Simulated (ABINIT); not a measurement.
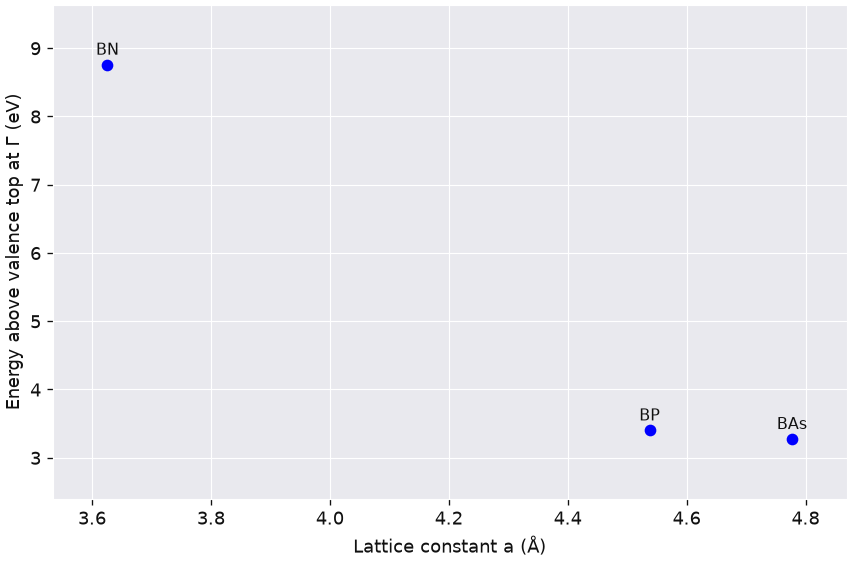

Lowest conduction level at Γ, counted from the valence-band top at Γ, for three zincblende crystals against the lattice constant, each in its database cell. All by ABINIT with PBE, without spin-orbit coupling, no moments; potentials: JTH PAW PBE v2.0.

> How does the value at Γ change from N to As?

BN 8.76, BP 3.40 and BAs 3.27 eV: it falls at each step to the heavier element.

```
compound  a (Å)    k mesh  Γ (eV)  smallest gap found (eV)
      BN  3.626  13×13×13    8.76                     4.52
      BP  4.538  10×10×10    3.40                     1.24
     BAs  4.777  10×10×10    3.27                     1.18
```

LDA, GGA and most meta-GGA functionals understate gaps. The usual form of BN is layered hexagonal. BAs: spin-orbit coupling is left out, which matters for As. The cells are as the databases list them, so they lie at different pressures for this functional. In BN, BP and BAs the smallest gap lies off the points plotted.
